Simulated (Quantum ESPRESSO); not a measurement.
# 1T-HfS2, 1 layer, stepped through biaxial strain, part 3 of 6

Aim: how the results for 1T-HfS2, 1 layer change with biaxial strain.

Quantum ESPRESSO 7.5; plane-wave DFT, PBE, GBRV ultrasoft pseudopotentials.

So far. Step 2 (Variable-cell relaxation of the reference):  The last row is no step: it is a fresh SCF in the final cell with a new plane-wave basis, +0 meV from the row before. Step 3 (Relaxing the ions, -4 %): The relaxation lowers the energy by 19 meV an atom.

## (5) Potential by pp.x, -4 %

plot_num = 11 writes the bare and Hartree potential, from which vacuum levels or, in a crystal, the mean potential are read.

Contents of m0.pot.in:

```
&inputpp
  prefix = 'm0.scf'
  outdir = './out'
  filplot = 'm0.pot.dat'
  plot_num = 11
/
```

The run is started by

```bash
$ OMP_NUM_THREADS=1 mpirun -n 4 pp.x -in m0.pot.in > m0.pot.out
```

The program printed:

```text
[banner, memory and clock lines left out]
Program POST-PROC v.7.5 starts

          URL

     ./out/m0.scf.save/

     IMPORTANT: XC functional enforced from input :
     Exchange-correlation= PBE
                           (   1   4   3   4   0   0   0)
     Any further DFT definition will be discarded
     Please, verify this is what you really want

     Check: negative core charge=   -0.000014

     negative rho (up, down):  1.086E-01 0.000E+00

     Calling punch_plot, plot_num =  11
     Writing data to file  m0.pot.dat
     Message from routine chdens:
     namelist plot not found or invalid, exiting
```

Wall time 1.4 s (4 MPI ranks of Intel Xeon Platinum 8375C at 2.90GHz (Ice Lake), shared host); peak memory 0.14 GiB; 5 s of CPU time.

This step gave:

| Property | Result |
| --- | --- |
| slope of the potential above | 3.38e-5 eV/Å |
| upper vacuum line continued to the top atoms, over the valence top | 6.092 eV |
| slope of the potential below | -2.22e-5 eV/Å |
| lower vacuum line continued to the bottom atoms, over the valence top | 6.092 eV |
| vacuum level at the upper face over the valence top of the mesh | 6.092 eV |
| vacuum level at the lower face over the valence top of the mesh | 6.092 eV |

Electrostatic potential energy of an electron; zero at the highest filled level of the SCF mesh. Table of potential energy, planar mean by z:

```
z (Å)  potential energy, planar mean (eV)
    0                                6.09
    1                                6.09
    2                                6.09
    3                                6.09
    4                                6.09
    5                                6.08
    6                                5.83
    7                              -0.216
    8                               -7.60
    9                               -5.71
   10                               -5.69
   11                               -4.67
   12                                5.57
   13                                6.07
   14                                6.09
   15                                6.09
   16                                6.09
   17                                6.09
   18                                6.09
```

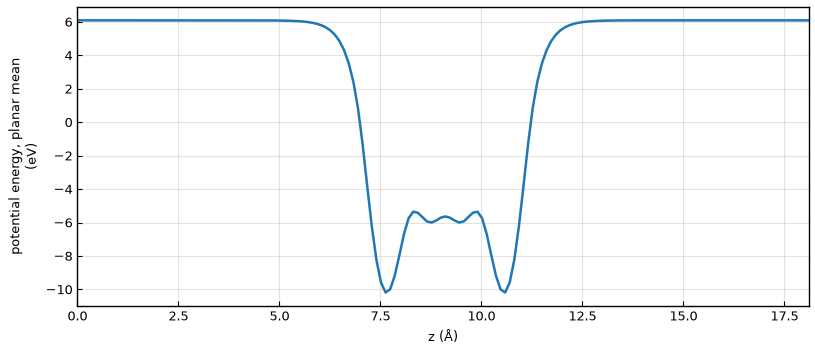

Potential energy, planar mean, plotted against z.

## (6) Bands along a path, -4 %

Bands along a path place the edges.

Contents of m0.bands.in:

```
&control
  prefix = 'm0.bands'
  outdir = './out'
  pseudo_dir = './pseudo'
  calculation = 'bands'
/
&system
  ibrav = 0
  nat = 3
  ntyp = 2
  ecutwfc = 40
  ecutrho = 200
  occupations = 'smearing'
  smearing = 'fd'
  degauss = 0.002
  nbnd = 18
/
&electrons
  conv_thr = 1e-07
  mixing_beta = 0.4
  electron_maxstep = 120
  mixing_mode = 'plain'
/
ATOMIC_SPECIES
  S   32.0600  s_pbe_v1.4.uspp.F.UPF
  Hf  178.4900  hf_pbe_v1.uspp.F.UPF
CELL_PARAMETERS angstrom
  3.50763040320000 0.00000000000000 0.00000000000000
  -1.75381520160000 3.03769703616000 0.00000000000000
  0.00000000000000 0.00000000000000 18.21215919100000
ATOMIC_POSITIONS crystal
  S   0.666666666700 0.333333333300 0.417186774200
  Hf  0.000000000000 0.000000000000 0.500000000000
  S   0.333333333300 0.666666666700 0.582813225800
K_POINTS crystal_b
4
  0.0000000000 0.0000000000 0.0000000000 12
  0.5000000000 0.0000000000 0.0000000000 12
  0.3333333333 0.3333333333 0.0000000000 12
  0.0000000000 0.0000000000 0.0000000000 1
```

The run is started by

```bash
$ cp -r out/m0.scf.save out/m0.bands.save
$ cp out/m0.scf.xml out/m0.bands.xml
$ OMP_NUM_THREADS=1 mpirun -n 4 pw.x -nk 4 -in m0.bands.in > m0.bands.out
```

The program printed:

```text
[banner, memory and clock lines left out]
Program PWSCF v.7.5 starts

          URL

     Atomic positions and unit cell read from directory:
     ./out/m0.bands.save/

     Message from routine setup:
     using ibrav=0 with symmetry is DISCOURAGED, use correct ibrav instead

     G-vector sticks info

     bravais-lattice index     =            0
     lattice parameter (alat)  =       6.6285  a.u.
     unit-cell volume          =    1309.5326 (a.u.)^3
     number of atoms/cell      =            3
     number of atomic types    =            2
     number of electrons       =        24.00
     number of Kohn-Sham states=           18
     kinetic-energy cutoff     =      40.0000  Ry
     charge density cutoff     =     200.0000  Ry
     Exchange-correlation= SLA  PW   PBE  PBE
                           (   1   4   3   4   0   0   0)

     celldm(1)=   6.628461  celldm(2)=   0.000000  celldm(3)=   0.000000
     celldm(4)=   0.000000  celldm(5)=   0.000000  celldm(6)=   0.000000

     crystal axes: (cart. coord. in units of alat)
               a(1) = (   1.000000   0.000000   0.000000 )
               a(2) = (  -0.500000   0.866025   0.000000 )
               a(3) = (   0.000000   0.000000   5.192155 )

     reciprocal axes: (cart. coord. in units 2 pi/alat)
               b(1) = (  1.000000  0.577350 -0.000000 )
               b(2) = (  0.000000  1.154701  0.000000 )
               b(3) = (  0.000000 -0.000000  0.192598 )

     PseudoPot. # 1 for S  read from file:
     ./pseudo/s_pbe_v1.4.uspp.F.UPF
     Pseudo is Ultrasoft + core correction, Zval =  6.0
     Generated by new atomic code, or converted to UPF format
     Using radial grid of  907 points,  6 beta functions with:
                l(1) =   0
                l(2) =   0
                l(3) =   1
                l(4) =   1
                l(5) =   2
                l(6) =   2
     Q(r) pseudized with  8 coefficients,  rinner =    1.300   1.300   1.300
                                                       1.300   1.300

     PseudoPot. # 2 for Hf read from file:
     ./pseudo/hf_pbe_v1.uspp.F.UPF
     Pseudo is Ultrasoft + core correction, Zval = 12.0
     Generated by new atomic code, or converted to UPF format
     Using radial grid of  921 points,  8 beta functions with:
                l(1) =   0
                l(2) =   0
                l(3) =   0
                l(4) =   1
                l(5) =   1
                l(6) =   2
                l(7) =   2
                l(8) =   3
     Q(r) pseudized with  6 coefficients,  rinner =    1.200   1.200   1.200
                                                       1.200   1.200   1.200
                                                       1.200

     atomic species   valence    mass     pseudopotential
     S                 6.00    32.06000     S ( 1.00)
     Hf               12.00   178.49000     Hf( 1.00)

     12 Sym. Ops., with inversion, found

   Cartesian axes

     site n.     atom                  positions (alat units)
         1        S      tau(   1) = (   0.5000000   0.2886751   2.1660982  )
         2        Hf     tau(   2) = (   0.0000000   0.0000000   2.5960773  )
         3        S      tau(   3) = (  -0.0000000   0.5773503   3.0260563  )

     number of k points=    37  Fermi-Dirac smearing, width (Ry)=  0.0020
                       cart. coord. in units 2pi/alat
        k(    1) = (   0.0000000   0.0000000   0.0000000), wk =   0.0540541
        k(    2) = (   0.0416667   0.0240563   0.0000000), wk =   0.0540541
        k(    3) = (   0.0833333   0.0481125   0.0000000), wk =   0.0540541
        k(    4) = (   0.1250000   0.0721688   0.0000000), wk =   0.0540541
        k(    5) = (   0.1666667   0.0962250   0.0000000), wk =   0.0540541
        k(    6) = (   0.2083333   0.1202813   0.0000000), wk =   0.0540541
        k(    7) = (   0.2500000   0.1443376   0.0000000), wk =   0.0540541
        k(    8) = (   0.2916667   0.1683938   0.0000000), wk =   0.0540541
        k(    9) = (   0.3333333   0.1924501   0.0000000), wk =   0.0540541
        k(   10) = (   0.3750000   0.2165064   0.0000000), wk =   0.0540541
        k(   11) = (   0.4166667   0.2405626   0.0000000), wk =   0.0540541
        k(   12) = (   0.4583333   0.2646189   0.0000000), wk =   0.0540541
        k(   13) = (   0.5000000   0.2886751   0.0000000), wk =   0.0540541
        k(   14) = (   0.4861111   0.3127314   0.0000000), wk =   0.0540541
        k(   15) = (   0.4722222   0.3367877   0.0000000), wk =   0.0540541
        k(   16) = (   0.4583333   0.3608439   0.0000000), wk =   0.0540541
        k(   17) = (   0.4444444   0.3849002   0.0000000), wk =   0.0540541
        k(   18) = (   0.4305556   0.4089564   0.0000000), wk =   0.0540541
        k(   19) = (   0.4166667   0.4330127   0.0000000), wk =   0.0540541
        k(   20) = (   0.4027778   0.4570690   0.0000000), wk =   0.0540541
        k(   21) = (   0.3888889   0.4811252   0.0000000), wk =   0.0540541
        k(   22) = (   0.3750000   0.5051815   0.0000000), wk =   0.0540541
        k(   23) = (   0.3611111   0.5292377   0.0000000), wk =   0.0540541
        k(   24) = (   0.3472222   0.5532940   0.0000000), wk =   0.0540541
        k(   25) = (   0.3333333   0.5773503   0.0000000), wk =   0.0540541
        k(   26) = (   0.3055556   0.5292377   0.0000000), wk =   0.0540541
        k(   27) = (   0.2777778   0.4811252   0.0000000), wk =   0.0540541
        k(   28) = (   0.2500000   0.4330127   0.0000000), wk =   0.0540541
        k(   29) = (   0.2222222   0.3849002   0.0000000), wk =   0.0540541
        k(   30) = (   0.1944444   0.3367877   0.0000000), wk =   0.0540541
        k(   31) = (   0.1666667   0.2886751   0.0000000), wk =   0.0540541
        k(   32) = (   0.1388889   0.2405626   0.0000000), wk =   0.0540541
        k(   33) = (   0.1111111   0.1924501   0.0000000), wk =   0.0540541
        k(   34) = (   0.0833333   0.1443376   0.0000000), wk =   0.0540541
        k(   35) = (   0.0555556   0.0962250   0.0000000), wk =   0.0540541
        k(   36) = (   0.0277778   0.0481125   0.0000000), wk =   0.0540541
        k(   37) = (   0.0000000   0.0000000   0.0000000), wk =   0.0540541

     Dense  grid:    62345 G-vectors     FFT dimensions: (  30,  30, 160)

     Smooth grid:    44893 G-vectors     FFT dimensions: (  27,  27, 144)

     Check: negative core charge=   -0.000014

     The potential is recalculated from file :
     ./out/m0.bands.save/charge-density

     negative rho (up, down):  1.086E-01 0.000E+00
     Starting wfcs are   21 randomized atomic wfcs

     Band Structure Calculation
     Davidson diagonalization with overlap

     ethr =  4.17E-10,  avg # of iterations = 48.6

     End of band structure calculation

[...]
-3.9773  -2.5659  -2.0246  -1.6762   0.5569   0.8465   1.1289   3.5194
     3.6384   4.0511

          k = 0.1250 0.0722 0.0000 (  5639 PWs)   bands (ev):

   -63.3599 -32.0483 -31.9675 -31.9357 -14.4764 -13.2907  -5.8176  -4.5178
    -3.9336  -2.5578  -2.4077  -1.8788   0.4503   1.1086   1.3255   3.4181
     3.7093   4.0427

          k = 0.1667 0.0962 0.0000 (  5623 PWs)   bands (ev):

   -63.3588 -32.0425 -31.9961 -31.9422 -14.3317 -13.2865  -5.6549  -4.7286
    -3.8858  -3.1331  -2.3073  -2.0822   0.2919   1.3922   1.5394   3.3160
     3.9241   4.0614

          k = 0.2083 0.1203 0.0000 (  5597 PWs)   bands (ev):

   -63.3575 -32.0370 -32.0280 -31.9497 -14.1592 -13.2795  -5.4838  -4.8936
    -3.8463  -3.6946  -2.2935  -2.2583   0.1041   1.6714   1.7580   3.3514
     4.1188   4.1872

          k = 0.2500 0.1443 0.0000 (  5604 PWs)   bands (ev):

   -63.3561 -32.0653 -32.0279 -31.9577 -13.9709 -13.2665  -5.3933  -4.9596
    -4.1775  -3.8275  -2.3901  -2.3730  -0.0882   1.9353   1.9798   3.5346
     4.2146   4.4981

          k = 0.2917 0.1684 0.0000 (  5596 PWs)   bands (ev):

   -63.3547 -32.1002 -32.0207 -31.9657 -13.7853 -13.2397  -5.5006  -4.9436
    -4.4374  -3.8359  -2.5309  -2.4716  -0.2610   2.1838   2.2094   3.8457
     4.3367   4.8533

          k = 0.3333 0.1925 0.0000 (  5550 PWs)   bands (ev):

   -63.3534 -32.1325 -32.0138 -31.9730 -13.6302 -13.1844  -5.7667  -4.9914
    -4.3748  -3.8678  -2.7317  -2.5095  -0.4012   2.4193   2.4521   4.2522
     4.4660   5.1594

          k = 0.3750 0.2165 0.0000 (  5560 PWs)   bands (ev):

   -63.3523 -32.1602 -32.0079 -31.9794 -13.5319 -13.0903  -6.0821  -4.9985
    -4.2312  -3.9112  -2.9211  -2.5185  -0.5073   2.6380   2.7086   4.5839
     4.7140   4.9777

          k = 0.4167 0.2406 0.0000 (  5566 PWs)   bands (ev):

   -63.3514 -32.1814 -32.0034 -31.9843 -13.4847 -12.9806  -6.3535  -4.9477
    -4.1592  -3.9524  -3.0392  -2.5142  -0.5824   2.8250   2.9676   4.6768
     4.6920   5.1274

          k = 0.4583 0.2646 0.0000 (  5580 PWs)   bands (ev):

   -63.3509 -32.1947 -32.0006 -31.9874 -13.4654 -12.8963  -6.5325  -4.8745
    -4.1802  -3.9810  -3.0714  -2.5076  -0.6281   2.9551   3.1897   4.5371
     4.7358   4.8043

          k = 0.5000 0.2887 0.0000 (  5606 PWs)   bands (ev):

   -63.3507 -32.1992 -31.9997 -31.9885 -13.4602 -12.8652  -6.5948  -4.8366
    -4.2090  -3.9913  -3.0707  -2.5048  -0.6437   3.0021   3.2862   4.5149
     4.6352   4.7560

          k = 0.4861 0.3127 0.0000 (  5584 PWs)   bands (ev):

   -63.3507 -32.1985 -31.9996 -31.9898 -13.4556 -12.8667  -6.5845  -4.8434
    -4.2045  -3.9921  -3.0691  -2.5616  -0.5957   2.9803   3.2705   4.5324
     4.6515   4.7516

          k = 0.4722 0.3368 0.0000 (  5586 PWs)   bands (ev):

   -63.3506 -32.1965 -31.9993 -31.9938 -13.4418 -12.8714  -6.5538  -4.8633
    -4.1913  -3.9936  -3.0658  -2.7155  -0.4673   2.9231   3.2236   4.5112
     4.6991   4.8142

          k = 0.4583 0.3608 0.0000 (  5578 PWs)   bands (ev):

   -63.3505 -32.1931 -32.0003 -31.9988 -13.4194 -12.8792  -6.5031  -4.8949
    -4.1711  -3.9928  -3.0652  -2.9328  -0.2885   2.8483   3.1456   4.4100
     4.7728   4.9905

          k = 0.4444 0.3849 0.0000 (  5594 PWs)   bands (ev):

   -63.3504 -32.1885 -32.0091 -31.9982 -13.3891 -12.8899  -6.4331  -4.9357
    -4.1473  -3.9868  -3.1825  -3.0726  -0.0833   2.7694   3.0386   4.2851
     4.8629   5.2305

          k = 0.4306 0.4090 0.0000 (  5586 PWs)   bands (ev):

   -63.3502 -32.1826 -32.0198 -31.9974 -13.3520 -12.9034  -6.3448  -4.9822
    -4.1288  -3.9733  -3.4380  -3.0928   0.1348   2.6927   2.9063   4.1696
     4.9549   5.5081

          k = 0.4167 0.4330 0.0000 (  5584 PWs)   bands (ev):

   -63.3501 -32.1757 -32.0322 -31.9966 -13.3095 -12.9196  -6.2393  -5.0309
    -4.1426  -3.9509  -3.6613  -3.1289   0.3592   2.6167   2.7542   4.0835
     5.0312   5.8099

          k = 0.4028 0.4571 0.0000 (  5582 PWs)   bands (ev):

   -63.3499 -32.1676 -32.0458 -31.9958 -13.2633 -12.9382  -6.1182  -5.0779
    -4.2502  -3.9193  -3.7839  -3.1820   0.5874   2.5363   2.5888   4.0408
     5.0733   6.1275

          k = 0.3889 0.4811 0.0000 (  5590 PWs)   bands (ev):

   -63.3497 -32.1587 -32.0601 -31.9949 -13.2155 -12.9589  -5.9833  -5.1202
    -4.4538  -3.8787  -3.7993  -3.2511   0.8184   2.4174   2.4466   4.0492
     5.0660   6.3162

          k = 0.3750 0.5052 0.0000 (  5598 PWs)   bands (ev):

   -63.3496 -32.1489 -32.0748 -31.9942 -13.1682 -12.9814  -5.8372  -5.1554
    -4.6853  -3.8295  -3.7726  -3.3331   1.0508   2.2487   2.3459   4.1099
     5.0016   6.2947

          k = 0.3611 0.5292 0.0000 (  5598 PWs)   bands (ev):

   -63.3495 -32.1383 -32.0892 -31.9936 -13.1239 -13.0052  -5.6835  -5.1820
    -4.9090  -3.7728  -3.7363  -3.4235   1.2793   2.0944   2.2361   4.2178
     4.8832   6.2772

          k = 0.3472 0.5533 0.0000 (  5584 PWs)   bands (ev):

   -63.3494 -32.1271 -32.1028 -31.9932 -13.0853 -13.0299  -5.5321  -5.1992
    -5.1041  -3.7126  -3.7031  -3.5138   1.4808   1.9829   2.1206   4.3648
     4.7242   6.2688

          k = 0.3333 0.5774 0.0000 (  5601 PWs)   bands (ev):

   -63.3494 -32.1155 -32.1155 -31.9931 -13.0550 -13.0550  -5.4415  -5.2074
    -5.2074  -3.6801  -3.6801  -3.5683   1.5692   2.0028   2.0028   4.5417
     4.5417   6.2670

          k = 0.3056 0.5292 0.0000 (  5585 PWs)   bands (ev):

   -63.3495 -32.1355 -32.0912 -31.9937 -13.1047 -13.0297  -5.6266  -5.2015
    -4.9460  -3.8124  -3.6833  -3.4340   1.4255   1.7708   2.4113   4.1706
     4.9457   6.2669

          k = 0.2778 0.4811 0.0000 (  5595 PWs)   bands (ev):

   -63.3499 -32.1467 -32.0665 -31.9959 -13.1508 -13.0647  -5.7538  -5.1825
    -4.6080  -3.9154  -3.7663  -3.2325   1.2540   1.5529   2.8390   3.8856
     5.3281   6.2522

          k = 0.2500 0.4330 0.0000 (  5595 PWs)   bands (ev):

   -63.3507 -32.1472 -32.0424 -31.9997 -13.1906 -13.1666  -5.7342  -5.1715
    -4.3139  -3.9131  -3.9103  -3.0064   1.1058   1.3554   3.0739   3.7591
     5.4566   6.1596

          k = 0.2222 0.3849 0.0000 (  5597 PWs)   bands (ev):

   -63.3518 -32.1364 -32.0205 -32.0043 -13.3297 -13.2227  -5.5748  -5.1711
    -4.2618  -3.9198  -3.7891  -2.7699   0.9664   1.1844   3.1200   3.6516
     5.1438   5.7784

          k = 0.1944 0.3368 0.0000 (  5595 PWs)   bands (ev):

   -63.3532 -32.1152 -32.0145 -31.9963 -13.5383 -13.2470  -5.3214  -5.1593
    -4.4563  -3.7553  -3.5596  -2.5438   0.8443   1.0484   3.0380   3.4991
     4.6591   5.2867

          k = 0.1667 0.2887 0.0000 (  5589 PWs)   bands (ev):

   -63.3547 -32.0854 -32.0218 -31.9785 -13.7710 -13.2643  -5.1582  -5.1093
    -4.5058  -3.6314  -3.2522  -2.3574   0.7623   0.9551   2.7270   3.5140
     4.1722   4.8274

          k = 0.1389 0.2406 0.0000 (  5585 PWs)   bands (ev):

   -63.3564 -32.0502 -32.0302 -31.9626 -14.0066 -13.2760  -5.2988  -5.0037
    -4.2162  -3.5237  -2.8937  -2.2434   0.7284   0.9005   2.3263   3.6252
     3.7605   4.4272

          k = 0.1111 0.1925 0.0000 (  5601 PWs)   bands (ev):

   -63.3580 -32.0383 -32.0135 -31.9496 -14.2259 -13.2839  -5.5298  -4.8369
    -3.9677  -3.2498  -2.5170  -2.2207   0.7290   0.8566   1.9299   3.4976
     3.7499   4.0973

          k = 0.0833 0.1443 0.0000 (  5627 PWs)   bands (ev):

   -63.3594 -32.0457 -31.9792 -31.9395 -14.4130 -13.2892  -5.7433  -4.6152
    -3.9329  -2.7318  -2.3537  -2.0940   0.7394   0.7861   1.5598   3.4420
     3.7588   3.9367

          k = 0.0556 0.0962 0.0000 (  5635 PWs)   bands (ev):

   -63.3605 -32.0515 -31.9513 -31.9323 -14.5557 -13.2926  -5.9093  -4.3604
    -3.9681  -2.5128  -2.1535  -1.7731   0.6890   0.7303   1.2300   3.5715
     3.5827   4.0050

          k = 0.0278 0.0481 0.0000 (  5641 PWs)   bands (ev):

   -63.3612 -32.0552 -31.9330 -31.9281 -14.6449 -13.2946  -6.0136  -4.1251
    -4.0041  -2.7039  -1.6637  -1.5396   0.6063   0.6539   1.0090   3.4278
     3.8014   3.9905

          k = 0.0000 0.0000 0.0000 (  5649 PWs)   bands (ev):

   -63.3614 -32.0565 -31.9266 -31.9266 -14.6752 -13.2952  -6.0492  -4.0181
    -4.0181  -2.7980  -1.4542  -1.4542   0.5745   0.5745   0.9515   3.3737
     3.8397   4.0756

     XML data file, pseudopotentials, collected wavefunctions

                                        0.00s GPU  (     558 calls)
```

Wall time 15 s (4 MPI ranks); peak memory 0.36 GiB; 58 s of CPU time.

Band numbers count within the set of bands kept for display. The electronic bands at the labelled points (eV, zero at the highest filled level of the SCF mesh; v1 is the highest filled band, c1 the lowest empty one):

```
point     v4     v3     v2     v1    c1    c2    c3    c4
    Γ  -2.56  -1.34   0.00   0.00  2.03  2.03  2.41  4.83
    M  -2.75  -2.54  -1.62  -1.05  0.81  4.46  4.74  5.97
    K  -3.75  -2.23  -2.23  -2.11  3.02  3.46  3.46  6.00
    Γ  -2.56  -1.34   0.00   0.00  2.03  2.03  2.41  4.83
```

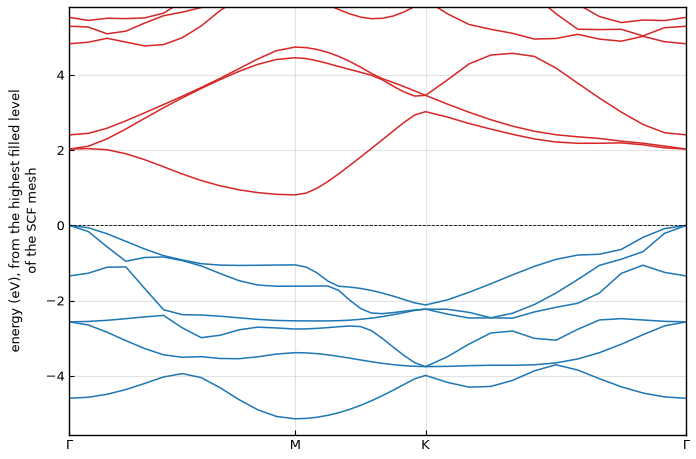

Electronic bands along the path; lines of filled and empty bands in two colours.

Along this path the valence top lies at Γ and the conduction bottom at M.

(Continued in part 4 of 6.)

[Logs are printed without paths, hosts, clocks, repeated set-up lines and the standing remarks that a program may print on its own settings, such as how far it seeks lower states.]

[Hosts, paths, dates, database ids (printed as entryN), source tags and the programs' standing remarks are cut or masked in the printed files.]

[Maps of the electrostatic potential energy from Ansatz leave out the sawtooth potential of an applied field or a dipole correction, so their vacuum need not be flat; planar profiles and work functions include it.]
